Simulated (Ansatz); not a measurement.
## MgO (Fm-3m):Ti_Mg, thermodynamic levels from a 54-atom cell

Wanted: the transition levels of a substitutional impurity in MgO (Fm-3m), from a cell of 54 host atoms with 1 Mg taken out and 1 Ti put in.

Program: Ansatz 0.2.0. Level of theory: place-levels on r2SCAN runs: charge-transition levels and formation energies with image-charge correction and potential alignment at the atomic sites; PAW set soft_1. Results are calculated unless marked as measured.

Experimental background.

“Electronic structure of alkaline earth and post-transition metal oxides” (2009, arxiv:0908.1581) quotes from earlier work for MgO, rocksalt (bulk crystal): band gap (literature experimental gap) 7.83 eV [Literature value based on experiment; other listed experimental values range from 7.7 to …].

**1. The starting structure**

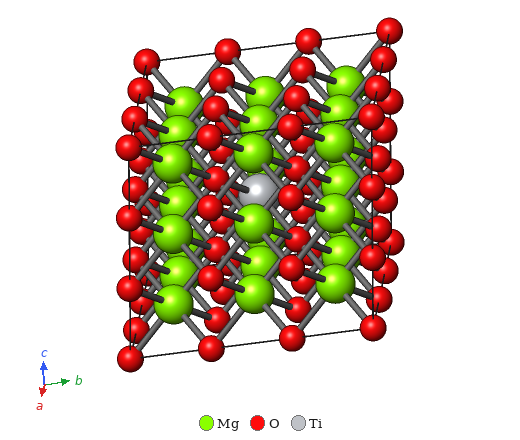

The cell as given, slightly off an axis (magnesium green, oxygen red, titanium light grey). Bonds to atoms that aren't drawn are left out. Some periodic images of atoms are drawn too.

The cell holds 54 atoms: 26 Mg, 27 O and 1 Ti. Cell: a = 8.925 Å, b = 8.925 Å, c = 8.925 Å, α = 60.0°, β = 60.0°, γ = 60.0°. It derives from MgO (space group Fm-3m). Nearest the centre at fractional (0.667, 0.667, 0.333): Ti51 at 0.00 Å, O28 at 2.10 Å, O44 at 2.10 Å, O32 at 2.10 Å, O34 at 2.10 Å, O46 at 2.10 Å, O50 at 2.10 Å, Mg9 at 2.98 Å.

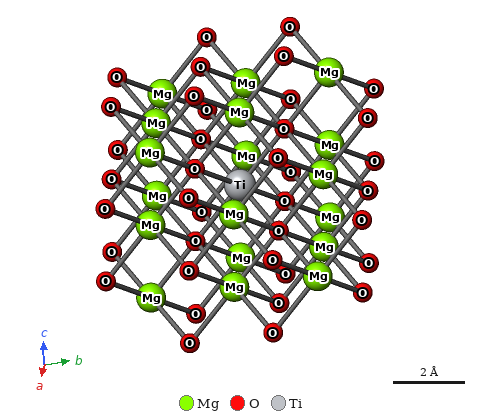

The atoms within 5 Å of the centre.

Known beforehand: the electronic dielectric constant, 3.24, and the static one, 10.37, from a response run on this crystal (DFPT, PBEsol) at that run's own cell.

The cell's shortest repeat is 8.9 Å.

**2. The runs of each charge state**

Levels follow from differences of total energies between charge states, each relaxed by itself.

Random displacements of about 0.05 Å break the site symmetry at the start, so that the relaxation can reach a distorted minimum if there is one. Forces are taken at one point at (¼, ¼, ¼). The cell holds 1 electron more than the neutral one, with a uniform background that keeps it neutral on the whole. The electron count is odd, so at least one spin is unpaired; this run locks the moment at 1 μB.

The sampling was tested on the host first: at the k-points planned (1x1x1 shifted 0.25 0.25 0.25) its energy lies 0.020 eV an atom from the dense-mesh value, under the bound of 0.02 eV set for this test; that bounds the host's error, not the defect's.

One state's input; the others differ in charge, spin, start and seed, and in occupations where the table says so.

Contents of qm1_M1.relax/input.yaml:

```yaml
crystal:
  lattice:
    - [0.0, 6.31124291, 6.31124291]
    - [6.31124291, 0.0, 6.31124291]
    - [6.31124291, 6.31124291, 0.0]
  atoms:
    - { symbol: Mg, position: [0.0, 0.0, 0.0] }
    - { symbol: O, position: [0.16666667, 0.16666667, 0.16666667] }
[... 6 atom lines left out ...]
    - { symbol: Mg, position: [0.0, 0.33333333, 0.33333333] }
[... 3 atom lines left out ...]
    - { symbol: Mg, position: [0.0, 0.66666667, 0.0] }
[... 1 atom line left out ...]
    - { symbol: Mg, position: [0.0, 0.66666667, 0.33333333] }
[... 5 atom lines left out ...]
    - { symbol: Mg, position: [0.33333333, 0.0, 0.33333333] }
[... 6 atom lines left out ...]
    - { symbol: O, position: [0.5, 0.5, 0.5] }
[... 1 atom line left out ...]
    - { symbol: O, position: [0.5, 0.5, 0.83333333] }
[... 1 atom line left out ...]
    - { symbol: O, position: [0.5, 0.83333333, 0.16666667] }
    - { symbol: Mg, position: [0.33333333, 0.66666667, 0.33333333] }
    - { symbol: O, position: [0.5, 0.83333333, 0.5] }
    - { symbol: Mg, position: [0.33333333, 0.66666667, 0.66666667] }
[... 1 atom line left out ...]
    - { symbol: Mg, position: [0.66666667, 0.0, 0.0] }
[... 1 atom line left out ...]
    - { symbol: Mg, position: [0.66666667, 0.0, 0.33333333] }
[... 4 atom lines left out ...]
    - { symbol: O, position: [0.83333333, 0.5, 0.16666667] }
    - { symbol: Mg, position: [0.66666667, 0.33333333, 0.33333333] }
    - { symbol: O, position: [0.83333333, 0.5, 0.5] }
    - { symbol: Mg, position: [0.66666667, 0.33333333, 0.66666667] }
[... 1 atom line left out ...]
    - { symbol: Mg, position: [0.66666667, 0.66666667, 0.0] }
    - { symbol: O, position: [0.83333333, 0.83333333, 0.16666667] }
    - { symbol: Ti, position: [0.66666667, 0.66666667, 0.33333333], spin: 1.0 }
[... 1 atom line left out ...]
    - { symbol: Mg, position: [0.66666667, 0.66666667, 0.66666667] }
    - { symbol: O, position: [0.83333333, 0.83333333, 0.83333333] }
  host:
    repeats: [3, 3, 3]
    atoms:
      - { symbol: Mg, position: [0.0, 0.0, 0.0] }
      - { symbol: O, position: [0.5, 0.5, 0.5] }
total_charge: -1
basis:
  ecutwfc: 500
  xc_grid: 2
hamiltonian:
  xc: r2scan
  pseudopotentials: { kind: paw, azcp: { folder: soft_1 } }
kpoints:
  mp_grid: { grid: [1, 1, 1], shift: [0.25, 0.25, 0.25] }
magnetization:
  spin_polarized: true
  initial_magnetization: 1
  spin_locking: { lock_magnetization: hard }
scf:
  occupations: { method: fixed }
  max_iter: 80
output:
  forces: true
  charged_corrections:
    epsilon: 3.24
    static_epsilon: 10.37
    defect_position: [0.666667, 0.666667, 0.333333]
relax:
  f_tol: 0.02
  max_steps: 80
  random_displacement: { amplitude: 0.05, seed: 244 }
checkpoint:
  write: "../qm1_M1.relax.run"
  compress: false
  write_wavefunctions: true
  write_every: 100000
```

Command:

```sh
ansatz run input.yaml --threads 4 --pin off --max-ram 15073MiB --backend cpu --events-out ev --progress --plain --runs-dir out
```

Relaxations under r2SCAN at one point at (¼, ¼, ¼); times on 4 threads of Intel Xeon Platinum 8259CL at 2.50GHz (Skylake/Cascade Lake), shared host:

| charge | moment (μB) | occupations | outcome | steps | largest displacement against the far atoms (Å) | time |
| --- | --- | --- | --- | --- | --- | --- |
| −1 | 1 | fixed | converged | 7 | 0.06 | 5.7 min |
| −1 | 3 | fixed | converged | 8 | 0.12 | 4.7 min |
| 0 | 0 | fixed | not converged | - | - | 70 s |
| 0 | 0 | fermi-dirac | converged | 16 | 0.10 | 5.8 min |
| 0 | 2 | fixed | converged | 6 | 0.05 | 5.2 min |
| +1 | 1 | fixed | converged | 10 | 0.09 | 7.1 min |
| +2 | 0 | fixed | converged | 6 | 0.12 | 90 s |

Single points under r2SCAN at a 2×2×2 shifted mesh; times on 4 threads of Intel Xeon Platinum 8259CL at 2.50GHz (Skylake/Cascade Lake), shared host:

```
charge  moment (μB)  occupations    outcome     time
    −1            1  fermi-dirac    timeout   44 min
    −1            3  fermi-dirac  converged  2.9 min
     0            0  fermi-dirac  converged     87 s
     0            2  fermi-dirac  converged  2.6 min
    +1            1  fermi-dirac  converged  3.2 min
    +2            0  fermi-dirac  converged     71 s
```

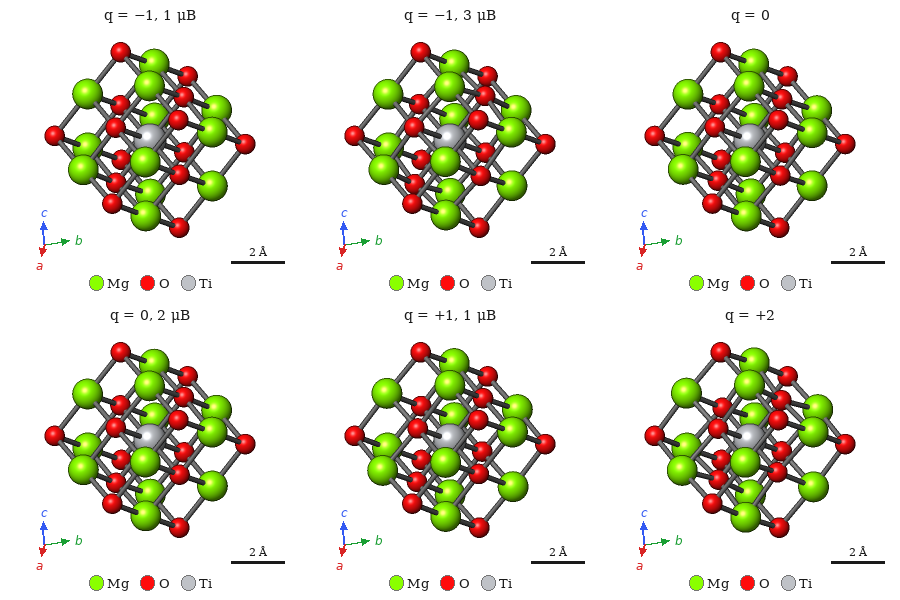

The structures near the centre after relaxation with r2SCAN, by charge.

Distances (Å) from Ti51 to the nearest atoms after relaxation with r2SCAN:

```csv
charge,moment (μB),1.,2.,3.,4.,5.,6.
−1,1,O 2.15,O 2.15,O 2.16,O 2.16,O 2.16,O 2.16
−1,3,O 2.22,O 2.22,O 2.23,O 2.23,O 2.23,O 2.23
0,0,O 2.05,O 2.05,O 2.20,O 2.20,O 2.20,O 2.20
0,2,O 2.16,O 2.16,O 2.16,O 2.16,O 2.16,O 2.16
+1,1,O 2.02,O 2.02,O 2.10,O 2.10,O 2.10,O 2.10
+2,0,O 1.99,O 1.99,O 1.99,O 1.99,O 1.99,O 1.99
```

**3. Placing the levels, r2SCAN**

A charged cell interacts with its images and the background, and its potential has another zero than the host's. place-levels removes the first by a point-charge model, screened by the static dielectric constant since the ions have relaxed around the charge, and the second by comparing potentials at atoms far from the defect.

The host is a run of the defect-free crystal in the same cutoffs, grids and k-points, so that basis and sampling errors cancel in part in the differences. The host is run in a cell of 2 atoms on a matching mesh. Its band edges are searched through the zone by a band path, so the gap is smaller than, or equal to, that on the mesh. Chemical potentials are energies per atom of Mg (hcp) and Ti (hcp), run with the same functional and cutoff.

Contents of levels.point.yaml:

```yaml
host:
  run: host.point.run
states: [qm1_M3.point.run, q0.point.run, q0_M2.point.run, qp1_M1.point.run, qp2.point.run]
geometry_from:
  qm1_M3.point.run: qm1_M3.relax.run
  q0.point.run: q0.relax_smeared.run
  q0_M2.point.run: q0_M2.relax.run
  qp1_M1.point.run: qp1_M1.relax.run
  qp2.point.run: qp2.relax.run
chemical_potentials:
  Mg:
    energy: -1926.407918
    dataset: "<sha256 of the dataset>"
  Ti:
    energy: -2504.373567
    dataset: <sha256 of the dataset>
epsilon: 3.24
static_epsilon: 10.37
vertical:
  - { from: qm1_M3.point.run, to: qm1_M3.point_neutral.run }
  - { from: qp1_M1.point.run, to: qp1_M1.point_neutral.run }
  - { from: qp2.point.run, to: qp2.point_neutral.run }
```

Command:

```sh
ansatz place-levels levels.point.yaml -- --threads 4 --pin off --max-ram 15073MiB
```

Numbers of over 12 decimals in the logs are rounded to 6 here.

Output:

```text
[... repeated set-up lines and file paths are left out, and long positions are rounded to six places ...]
(+2/+1) 2.524 eV above the valence edge, 3.153 eV under the conduction edge
(+1/0) 4.219 eV above the valence edge, 1.459 eV under the conduction edge
(0/-1) 5.678 eV above the valence edge (+6.044 eV without the band-filling correction), 0.000 eV under the conduction edge
formation energy of charge +2: -4.881 eV with the Fermi level at the valence edge
formation energy of charge +1: -2.356 eV with the Fermi level at the valence edge
formation energy of charge 0: +1.862 eV with the Fermi level at the valence edge
formation energy of charge -1: +7.540 eV with the Fermi level at the valence edge
vertical -1 to 0: no energy, since no alignment is typed
  the change from vertical[0].from (qm1_M3.point.run) to vertical[0].to (qm1_M3.point_neutral.run): by its potential at epsilon 3.24 it stands at 0.668 0.667 0.333, with an rms radius of about 1.3 Å (0.7 0.8 0.7 Å across the planes of the cell's vectors); [...]
vertical +1 to 0: no energy, since no alignment is typed
  the change from vertical[1].from (qp1_M1.point.run) to vertical[1].to (qp1_M1.point_neutral.run): by its spins about the atoms it stands at 0.667 0.666 0.333, with an rms radius of about 1.6 Å (0.9 0.9 0.9 Å across the planes of the cell's vectors); [...]
vertical +2 to 0: no energy, since no alignment is typed
  the change from vertical[2].from (qp2.point.run) to vertical[2].to (qp2.point_neutral.run): by its potential at epsilon 3.24 it stands at 0.667 0.666 0.333, with an rms radius of about 2.4 Å (1.4 1.4 1.4 Å across the planes of the cell's vectors); [...]
  edges by r2scan, gap 5.678 eV; the host is sampled to repeats of 17.85 Å
  the defect's cells are sampled to repeats of 17.85 Å, like sampling
[...]
charge 0: states[1] (q0.point.run) stands 1.391 eV higher, with a moment of 0.00 μB against 2.00
  states[1] (q0.point.run): levels filled in part (TS 0.004 eV): its energy is of no whole electron's
  of states[4] (qp2.point.run): it parts from the run at its places by a charge that spreads by about 1.4 Å along one vector (1.3 Å or more is wide), by its potential at epsilon 3.24, taken for that of held ions (one typed too small widens it), where the cell [...]
  of states[3] (qp1_M1.point.run): its alignment with the host at atomic sites is doubtful: the cell is too small to show whether the defect's potential has decayed: take a larger one; stability_check_not_made
  of states[2] (q0_M2.point.run): its alignment with the host at atomic sites is doubtful: the cell is too small to show whether the defect's potential has decayed: take a larger one; stability_check_not_made
  of states[0] (qm1_M3.point.run): a band-filling correction moves a carrier to the host's band edge, which changes its energy by -0.366 eV; [...]
  of states[1] (q0.point.run): its alignment with the host at atomic sites is doubtful: the cell is too small to show whether the defect's potential has decayed: take a larger one
  of vertical[0].from (qm1_M3.point.run): stability_check_not_made
  vertical[0].to (qm1_M3.point_neutral.run): levels filled in part (TS 0.017 eV): its energy is of no whole electron's
  of vertical[1].from (qp1_M1.point.run): stability_check_not_made
  vertical[1].to (qp1_M1.point_neutral.run): levels filled in part (TS 0.016 eV): its energy is of no whole electron's
  of vertical[2].from (qp2.point.run): it parts from the run at its places by a charge that spreads by about 1.4 Å along one vector (1.3 Å or more is wide), by its potential at epsilon 3.24, taken for that of held ions (one typed too small widens it), where [...]
  vertical[2].to (qp2.point_neutral.run): levels filled in part (TS 0.020 eV): its energy is of no whole electron's
```

It took 1.5 s on 4 threads of Intel Xeon Platinum 8259CL at 2.50GHz (Skylake/Cascade Lake), shared host.

Levels between the charges placed, in eV above the valence top:

```
        gap (eV)  (+2/+1)  (+1/0)  (0/−1)
r2SCAN      5.68     2.52    4.22    5.68
```

Corrections by state:

```
charge  moment (μB)  image terms and alignment (eV)  band filling (eV)  ε used  over the lowest of its charge, as the program ranks them, band filling apart (eV)
    +2          0.0                           1.418                  -   10.37                                                                              0.000
    +1          1.0                           0.459                  -   10.37                                                                              0.000
     0          2.0                           0.000                  -       -                                                                              0.000
    −1          3.0                           0.063             -0.366   10.37                                                                              0.000
     0          0.0                           0.000                  -       -                                                                              1.391
```

The charged structures listed were also run neutral, and place-levels reads from each pair, by the potential or the spins, how wide the charge is by which they differ; that can be the carrier of either run.

| charge | rms radius (Å) | spread where it is widest against the cell (Å) | wide from (Å) | reading |
| --- | --- | --- | --- | --- |
| +2 | 2.4 | 1.36 | 1.26 | wide |
| +1 | 1.6 | 0.91 | 1.26 | narrow |
| −1 | 1.3 | 0.83 | 1.26 | narrow |

The neutral runs of these pairs need not share the spin of the lowest neutral state, and very wide values only mean spread over the cell.

From the program's caveats on the states, each cut to its opening words:

- charge +2: it parts from the run at its places by a charge that spreads by about 1.4 Å along one vector (1.3 Å or more is wide), by its potential at epsilon 3.24, taken [...]
- charge +2, +1 (1 μB), 0 (2 μB), −1 (3 μB), 0: its alignment with the host at atomic sites is doubtful: the cell is too small to show whether the defect's potential has decayed: take a larger one
- charge +1 (1 μB), 0 (2 μB), −1 (3 μB): flagged: stability check not made
- charge −1 (3 μB): a band-filling correction moves a carrier to the host's band edge, which changes its energy by -0.366 eV

The host's formation energy from the elements is -2.963 eV per atom; it sets how far the chemical potentials can move.

Limit set by the element alone; other compounds of these elements are not counted. Chemical potentials from the elements' reference states: Mg 0.00 eV, O -5.93 eV, Ti 0.00 eV. Formation energies (Mg-rich), with the Fermi level at the valence top and at the conduction bottom (gap 5.68 eV):

```csv
charge,at valence top (eV),at conduction bottom (eV),correction included (eV)
+2,-4.88,6.47,1.42
+1,-2.36,3.32,0.46
0,1.86,1.86,0.00
−1,7.54,1.86,-0.30
```

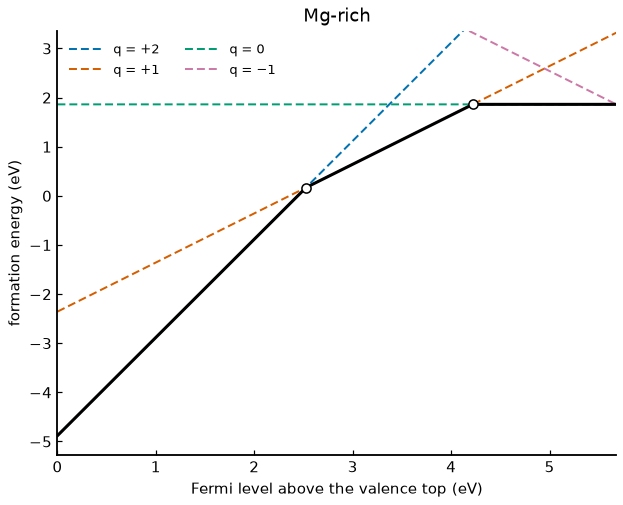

Formation energy against Fermi level; the thick line follows the lowest charge state and circles mark the transition levels.

Limit set by the element alone; other compounds of these elements are not counted. Chemical potentials from the elements' reference states: O 0.00 eV, Mg -5.93 eV, Ti 0.00 eV. Formation energies (O-rich), with the Fermi level at the valence top and at the conduction bottom (gap 5.68 eV):

| charge | at valence top (eV) | at conduction bottom (eV) | correction included (eV) |
| --- | --- | --- | --- |
| +2 | -10.81 | 0.55 | 1.42 |
| +1 | -8.28 | -2.60 | 0.46 |
| 0 | -4.06 | -4.06 | 0.00 |
| −1 | 1.62 | -4.06 | -0.30 |

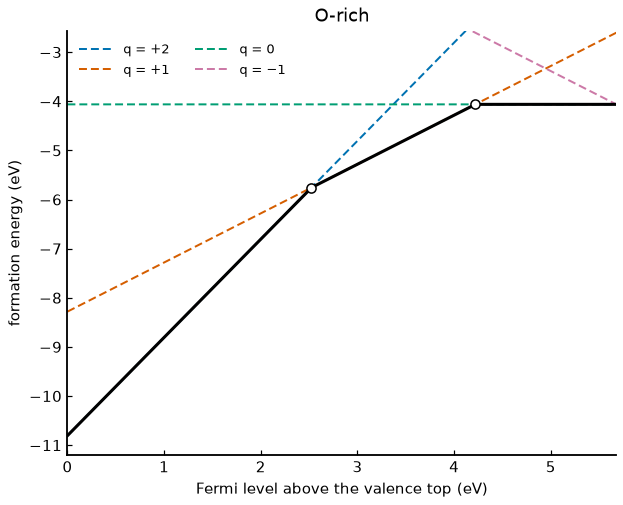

Formation energy against Fermi level; the thick line follows the lowest charge state and circles mark the transition levels.

**4. Results**

```yaml
gap_of_the_host: 5.68 eV (r2SCAN)
level_plus_2_plus_1: 2.52 eV above the valence top
level_plus_1_over_0: 4.22 eV above the valence top
level_0_minus_1: 5.68 eV above the valence top, at the conduction bottom (6.04 eV above the valence top without the band-filling term)
lowest_of_the_charges_placed_just_above_the_valence_top_0p02_ev: +2
lowest_of_the_charges_placed_just_below_the_conduction_bottom_0p02_ev: 0
lowest_formation_energy_at_mid_gap_of_the_charges_run_mg_rich: 0.48 eV
lowest_formation_energy_at_mid_gap_of_the_charges_run_o_rich: -5.44 eV
```

What this shows: Of the charges placed (−1, 0, +1 and +2), the lowest changes at 2.52 eV (+2/+1) and 4.22 eV (+1/0) above the valence top, in a gap of 5.68 eV. Charges above +2 were not placed, so these runs say nothing of levels that involve them. States placed: +2 at 0 μB; +1 at 1 μB; 0 at 2 μB and 0 μB; −1 at 3 μB. Other spin states or structures, where not listed, weren't placed. The program finds carriers beyond a band edge of the host and adds a band-filling term at charge −1 (-0.37 eV); steps to such a charge show no bound level, and a defect level inside a band would be read the same way. Ti is taken at its element; compounds, which aren't counted here, bound the chemical potentials and would shift these formation energies. The lowest formation energy (O-rich) is negative across the gap, so the defect would form by itself: these chemical potentials lie beyond what competing compounds allow, or the host is unstable against it. The program doubts the alignment of potentials for at least one state, a sign that the cell is small. Keep in mind: the images are only 8.9 Å apart; r2SCAN makes the gap too small and tends to spread out bound carriers; where a gas molecule sets a chemical potential or the host's formation energy, its binding is uncorrected; force components of up to 0.12 eV/Å remain in a run at the final settings.

Comparison with the measured values:

| quantity | measured | r2SCAN |
| --- | --- | --- |
| band gap (least gap of the host) (eV) | 7.83 | 5.68 (-2.15 eV) |

Measured values from arxiv:0908.1581 (2009).

How well it matches: The band gap is off by -2.15 eV: a clear miss. Local and semilocal functionals usually give gaps below the measured ones. Zero-point and thermal motion shift the measured gap.

[Logs are printed without paths, hosts, clocks, repeated set-up lines and the standing remarks that a program may print on its own settings, such as how far it seeks lower states.]

[Hosts, paths, dates, database ids (printed as entryN), source tags and the programs' standing remarks are cut or masked in the printed files.]

[Where a table of states has a column of steps, it counts the stored structures, which are thinned; the runs took as many ionic steps or more.]

[A defect's name tells the site on which it was built; relaxed atoms can leave that site.]

[For some hosts the program warned that the k-mesh of the response run may be too coarse for force constants and the static dielectric constant; such warnings are not shown here.]
